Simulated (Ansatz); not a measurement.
# Run report: W, geometry relaxation (part 1 of 2)

System: W (slab, 12 atoms in the cell).
Method: DFT PBE+D3(BJ), scalar-relativistic, plane waves, PAW, no spin polarisation (Ansatz 0.2.0).

The structure derives from an entry of the Crystallography Open Database. The input holds or restrains some coordinates. Forces given for the steps count only the free coordinates. It belongs to a series of runs on one base structure; here: clean slab, lower planes held.

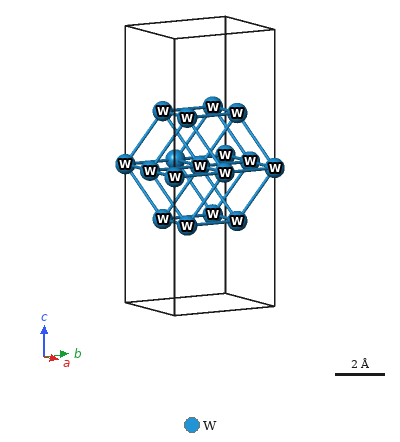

Fig. 1: The input geometry (ball-and-stick view of the cell of the calculation, with the vacuum cut short, seen slightly off an axis). An atom can appear more than once, as a periodic image. Near neighbours in the periodic cell (some may lie outside the picture): W has 6 W at 2.74 Å; W has 8 W at 2.74 Å.

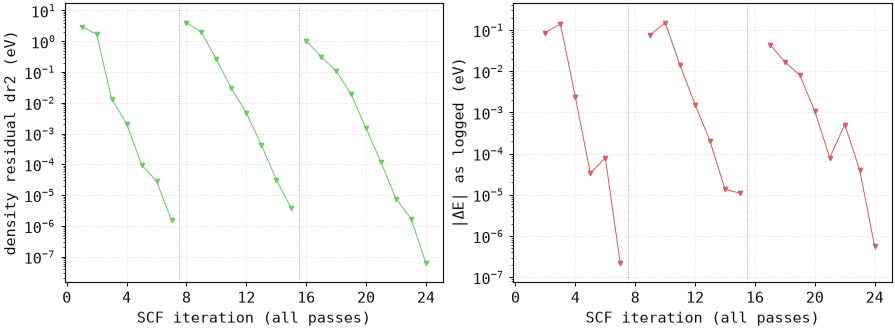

Fig. 2: Convergence of the self-consistent field: density residual dr2 and size of the energy change against the SCF iteration. The dotted lines part the SCF passes of the relaxation: geometry steps, rejected trials and re-solves on a re-selected basis. The passes take 7, 8 and 9 iterations.

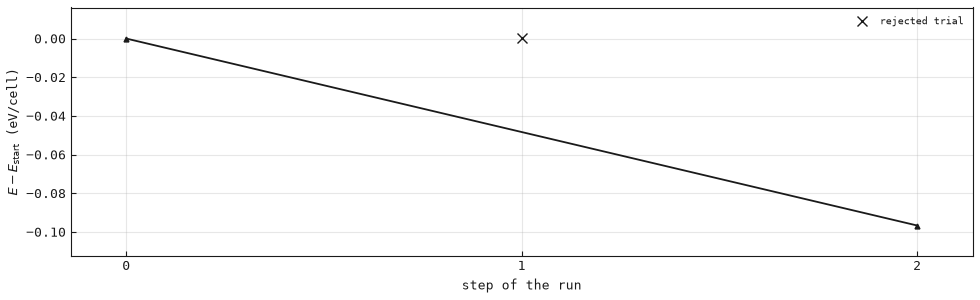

Fig. 3: Progress of the restrained relaxation, step by step (the first geometry is step 0 here and step 1 in the log).

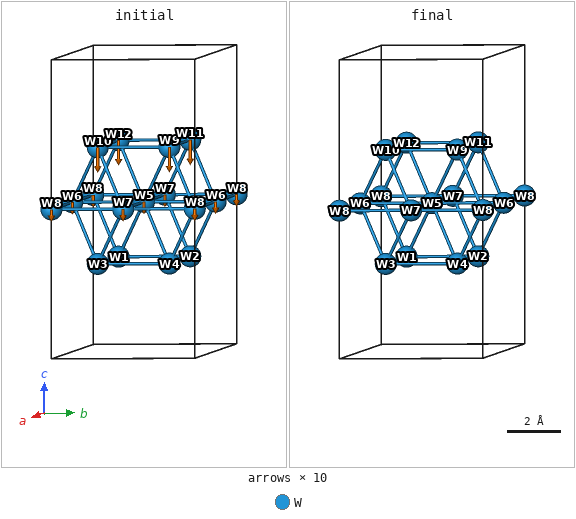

Fig. 4: Before (left) and after (right) the restrained relaxation, at one scale (ball-and-stick view of the cell of the calculation, with the vacuum cut short, seen slightly off an axis). The orange arrows give the displacements, magnified 10 times. The largest moves, 0.098 Å, are those of W9, W10, W11 and W12. The cell stays as it was. Among the contacts that change: W1–W5 2.736 → 2.697 Å. Over 2 geometry steps the energy falls by 96.7 meV per cell of the calculation. The largest force component goes from 0.47 to 0.015 eV/Å. The line search rejected the trial step at point 1 (counted from 0) and went back. (Atoms are counted from 1 in the order of the input.)

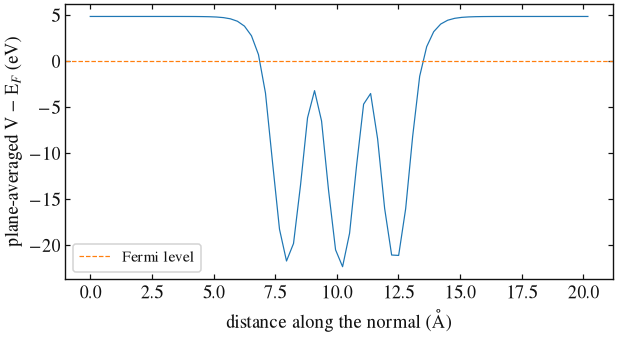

Fig. 5: Plane average of the electrostatic potential energy of an electron across the cell, from the Fermi level. The vacuum level lies 4.83 eV above the Fermi level.

These pictures come from the run below.

Input file:
```yaml
crystal:
  lattice:
    - [5.4721979616, 0.0, 0.0]
    - [-1.8240659872, 5.1592377156, 0.0]
    - [0.0, 0.0, 20.4680309258]
  atoms:
    - { symbol: W, position: [0.25, 0.25, 0.3908534255] }
    - { symbol: W, position: [0.25, 0.75, 0.3908534255] }
    - { symbol: W, position: [0.75, 0.25, 0.3908534255] }
    - { symbol: W, position: [0.75, 0.75, 0.3908534255] }
    - { symbol: W, position: [0.5, 0.5, 0.5] }
    - { symbol: W, position: [0.5, 0.0, 0.5] }
    - { symbol: W, position: [0.0, 0.5, 0.5] }
    - { symbol: W, position: [0.0, 0.0, 0.5] }
    - { symbol: W, position: [0.75, 0.75, 0.6091465745] }
    - { symbol: W, position: [0.75, 0.25, 0.6091465745] }
    - { symbol: W, position: [0.25, 0.75, 0.6091465745] }
    - { symbol: W, position: [0.25, 0.25, 0.6091465745] }
basis:
  ecutwfc: 420
kpoints:
  mp_grid: { grid: [4, 4, 1] }
hamiltonian:
  xc: pbe
  dispersion: d3bj
scf:
  occupations: { method: gaussian, width: 0.1 }
output:
  forces: true
  eigenvalues: true
relax:
  adjacent_minimum: "off"
  f_tol: 0.03
  max_steps: 70
  constraints: [{ sites: [0, 1, 2, 3] }]
efield:
  axis: 3
  dipole_correction: true
  ramp_width: 0.04
```

Run as:
```bash
ansatz run input.yaml --threads 4 --pin off --max-ram 10240MiB --backend cpu --events-out ev --progress --plain --runs-dir out
```

Output:
```
Engine: ansatz 0.2.0, aarch64-unknown-linux-gnu
Pseudopotentials: kind: paw
Pseudopotential: W, paw, valence charge 14, recommended cutoff 420 eV (normal), W.paw.azcp
Functional definition: PBE
  parameter kappa = 0.804
  parameter beta = 0.06672455060314922
  exchange = pbe_x(kappa = kappa, mu = beta*pi^2/3)
  correlation = pbe_c(beta = beta)
Crystal: 12 atoms, lattice volume = 577.861 Å³
Basis set: ecut = 420 eV, 11269 PW (Γ), exchange–correlation on 80×80×288 points (8 copies of the dense FFT grid, shifted against one another)
Bands: 101, of which v1, the nominal top of the filled ones, is band 84 counted from 1 (83 counted from 0)
Symmetry: 16 space group operations
k-points: 7 of 16
Non-local potential: W, projectors of the file, l = 0: 3, l = 1: 2, l = 2: 2, l = 3: 1
PAW form: soft (Blöchl's): semilocal exchange-correlation on the pseudo side does not see the compensation charge
PAW one-centre angular grid: W, 590 points (default); XC on 64 Gauss nodes
Initial density: superposition of atomic densities (neutral atoms: chi_scale 0, normalization atom), corrected by the library's trained network
Initial wavefunctions: pseudopotential atomic-orbital guess
Functional: x = pbe(κ = 0.804, μ = 0.2195149727645171), c = pbe(β = 0.06672455060314922)
SCF iter   1: F=—  HF=-124611.546816 eV  |F-HF|=—  |Δ(HF+E_count)|=         —  Δρ=9.39e-3  dr2=2.97e0  ethr=1.77e-3  p=0.000 e·Å  D=8.27e-14 V/Å  ΔV_dip=-0.00 eV  dr2_dipole=6.98e-8  V_vac-E_F(+/−)=5.17/5.17 eV  ⟨swp⟩=9.3  Hψ=3571  notcnv=0
efield: sawtooth ramp at fractional position 0.9800 (placed from the atoms, in the widest stretch of the axis that holds none; the zero of the levels goes with the place), width 0.0400; the density the first Hamiltonian is built on has a dipole p = 0.000 e·Å; the dipole correction subtracts the counter field D = 8.27e-14 V/Å, which shifts the + side's vacuum level by -0.00 eV against the − side's; the planar-averaged density in the ramp window peaks in size at 1.6e-5 e/Å³
preconditioner: auto → LDOS  [metal: Δε(μ)=0.053 eV  Ē_g=4.359 eV  σ=0.100 eV  W_gap=0.27  n_scr=102 (ndim 8)  ℏωp=13.1 eV  f_vac=0.577  D(μ)=12.05/eV (n_scr^D=66)  β→1.0]
SCF iter   2: F=—  HF=-124611.460158 eV  |F-HF|=—  |Δ(HF+E_count)|=   8.67e-2  Δρ=7.72e-3  dr2=1.67e0  ethr=1.77e-3  p=-0.000 e·Å  D=-2.01e-7 V/Å  ΔV_dip=0.00 eV  dr2_dipole=4.95e-9  V_vac-E_F(+/−)=4.88/4.88 eV  ⟨swp⟩=3.1  Hψ=1107  notcnv=0  defer=58
SCF iter   3: F=—  HF=-124611.318493 eV  |F-HF|=—  |Δ(HF+E_count)|=   1.42e-1  Δρ=9.26e-4  dr2=1.35e-2  ethr=9.91e-4  p=-0.000 e·Å  D=-6.64e-8 V/Å  ΔV_dip=0.00 eV  dr2_dipole=4.82e-9  V_vac-E_F(+/−)=4.92/4.92 eV  ⟨swp⟩=2.1  Hψ=931  notcnv=0  defer=58
SCF iter   4: F=—  HF=-124611.320872 eV  |F-HF|=—  |Δ(HF+E_count)|=   2.38e-3  Δρ=3.32e-4  dr2=2.10e-3  ethr=8.04e-6  p=-0.000 e·Å  D=-1.93e-7 V/Å  ΔV_dip=0.00 eV  dr2_dipole=2.13e-9  V_vac-E_F(+/−)=4.89/4.89 eV  ⟨swp⟩=2.9  Hψ=1222  notcnv=0  defer=42
SCF iter   5: F=—  HF=-124611.320839 eV  |F-HF|=—  |Δ(HF+E_count)|=   3.32e-5  Δρ=1.29e-4  dr2=9.71e-5  ethr=1.25e-6  p=-0.000 e·Å  D=-5.99e-8 V/Å  ΔV_dip=0.00 eV  dr2_dipole=8.40e-10  V_vac-E_F(+/−)=4.87/4.87 eV  ⟨swp⟩=2.0  Hψ=907  notcnv=0  defer=42
SCF iter   6: F=—  HF=-124611.320919 eV  |F-HF|=—  |Δ(HF+E_count)|=   7.95e-5  Δρ=4.94e-5  dr2=2.86e-5  ethr=1.34e-8  p=0.000 e·Å  D=1.05e-7 V/Å  ΔV_dip=-0.00 eV  dr2_dipole=1.20e-10  V_vac-E_F(+/−)=4.86/4.86 eV  ⟨swp⟩=19.9  Hψ=4056  notcnv=0
SCF iter   7: F=-124611.320920 eV  HF=-124611.320919 eV  |F-HF|=1.53e-6  |Δ(HF+E_count)|=   2.18e-7  Δρ=1.34e-5  dr2=1.54e-6  ethr=1.34e-8  p=0.000 e·Å  D=3.03e-8 V/Å  ΔV_dip=-0.00 eV  dr2_dipole=2.72e-11  V_vac-E_F(+/−)=4.86/4.86 eV  ⟨swp⟩=7.1  Hψ=2684  notcnv=0
SCF 1 converged in 7 iterations: F = -124611.320920 eV  dr2 = 1.54e-6
  greatest PAW one-centre occupation: 1.000 electrons in one spin orbital (limit 2), on the W atom at site 11 (counted from 0), in its partial waves of l = 0
relax step   1: F+E_penalty+E_count = -124611.32092037 eV  Δ(F+E_penalty+E_count) = +0.000e0 eV  max|allowed force component| = 4.689e-1 eV/Å  Δτ_max = 0.0000 Å  (7 SCF iters, dr2 threshold 2.25e-5 eV, accepted)
Initial density: handed on by an earlier stage of this run
Initial wavefunctions: those handed on with the density
iter 1 solved again at ethr=2.40e-3 eV; its pass at ethr=3.10e-3 eV (dr2=4.03e0 eV) is discarded
SCF iter   1: F=—  HF=-124611.563809 eV  |F-HF|=—  |Δ(HF+E_count)|=         —  Δρ=1.29e-2  dr2=4.05e0  ethr=2.40e-3  p=0.000 e·Å  D=3.37e-6 V/Å  ΔV_dip=-0.00 eV  dr2_dipole=7.86e-1  V_vac-E_F(+/−)=4.90/4.90 eV  ⟨swp⟩=1.1  Hψ=2762  notcnv=0  defer=22
efield: sawtooth ramp at fractional position 0.9800 (handed on by an earlier solve), width 0.0400; the density the first Hamiltonian is built on has a dipole p = 0.000 e·Å; the dipole correction subtracts the counter field D = 3.37e-6 V/Å, which shifts the + side's vacuum level by -0.00 eV against the − side's; the planar-averaged density in the ramp window peaks in size at 4.8e-6 e/Å³
preconditioner: auto → LDOS  [metal: Δε(μ)=0.023 eV  Ē_g=4.513 eV  σ=0.100 eV  W_gap=0.13  n_scr=102 (ndim 8)  ℏωp=13.1 eV  f_vac=0.588  D(μ)=11.22/eV (n_scr^D=66)  β→1.0]
SCF iter   2: F=—  HF=-124611.487605 eV  |F-HF|=—  |Δ(HF+E_count)|=   7.62e-2  Δρ=7.98e-3  dr2=1.96e0  ethr=2.40e-3  p=0.037 e·Å  D=1.15e-2 V/Å  ΔV_dip=-0.24 eV  dr2_dipole=7.42e-3  V_vac-E_F(+/−)=4.60/4.83 eV  ⟨swp⟩=3.0  Hψ=1030  notcnv=0  defer=22
SCF iter   3: F=—  HF=-124611.335567 eV  |F-HF|=—  |Δ(HF+E_count)|=   1.52e-1  Δρ=2.60e-3  dr2=2.57e-1  ethr=1.17e-3  p=0.011 e·Å  D=3.41e-3 V/Å  ΔV_dip=-0.07 eV  dr2_dipole=4.98e-2  V_vac-E_F(+/−)=4.77/4.84 eV  ⟨swp⟩=2.4  Hψ=1104  notcnv=0  defer=62
SCF iter   4: F=—  HF=-124611.321729 eV  |F-HF|=—  |Δ(HF+E_count)|=   1.38e-2  Δρ=8.32e-4  dr2=2.98e-2  ethr=1.53e-4  p=0.011 e·Å  D=3.36e-3 V/Å  ΔV_dip=-0.07 eV  dr2_dipole=6.81e-3  V_vac-E_F(+/−)=4.78/4.85 eV  ⟨swp⟩=2.1  Hψ=914  notcnv=0  defer=62
SCF iter   5: F=—  HF=-124611.320177 eV  |F-HF|=—  |Δ(HF+E_count)|=   1.55e-3  Δρ=4.00e-4  dr2=4.78e-3  ethr=1.78e-5  p=0.008 e·Å  D=2.41e-3 V/Å  ΔV_dip=-0.05 eV  dr2_dipole=1.36e-3  V_vac-E_F(+/−)=4.78/4.83 eV  ⟨swp⟩=3.0  Hψ=981  notcnv=0  defer=62
SCF iter   6: F=—  HF=-124611.320378 eV  |F-HF|=—  |Δ(HF+E_count)|=   2.01e-4  Δρ=1.34e-4  dr2=4.36e-4  ethr=2.85e-6  p=0.007 e·Å  D=2.18e-3 V/Å  ΔV_dip=-0.04 eV  dr2_dipole=9.35e-5  V_vac-E_F(+/−)=4.79/4.84 eV  ⟨swp⟩=2.1  Hψ=986  notcnv=0  defer=62
SCF iter   7: F=—  HF=-124611.320392 eV  |F-HF|=—  |Δ(HF+E_count)|=   1.37e-5  Δρ=5.25e-5  dr2=3.23e-5  ethr=2.59e-7  p=0.006 e·Å  D=1.89e-3 V/Å  ΔV_dip=-0.04 eV  dr2_dipole=1.99e-6  V_vac-E_F(+/−)=4.79/4.83 eV  ⟨swp⟩=2.1  Hψ=1073  notcnv=0  defer=62
SCF iter   8: F=-124611.320404 eV  HF=-124611.320403 eV  |F-HF|=1.20e-6  |Δ(HF+E_count)|=   1.09e-5  Δρ=2.15e-5  dr2=3.76e-6  ethr=8.18e-9  p=0.006 e·Å  D=1.82e-3 V/Å  ΔV_dip=-0.04 eV  dr2_dipole=7.53e-9  V_vac-E_F(+/−)=4.80/4.83 eV  ⟨swp⟩=16.9  Hψ=3693  notcnv=0
SCF 2 converged in 8 iterations: F = -124611.320404 eV  dr2 = 3.76e-6
  greatest PAW one-centre occupation: 1.000 electrons in one spin orbital (limit 2), on the W atom at site 3 (counted from 0), in its partial waves of l = 0
relax step   2: F+E_penalty+E_count = -124611.32040394 eV  Δ(F+E_penalty+E_count) = +5.164e-4 eV  max|allowed force component| = 6.229e-1 eV/Å  Δτ_max = 0.1956 Å  (8 SCF iters, dr2 threshold 1.37e-5 eV, rejected (line search))
iter 1 solved again at ethr=5.64e-4 eV; its pass at ethr=3.10e-3 eV (dr2=9.47e-1 eV) is discarded
```
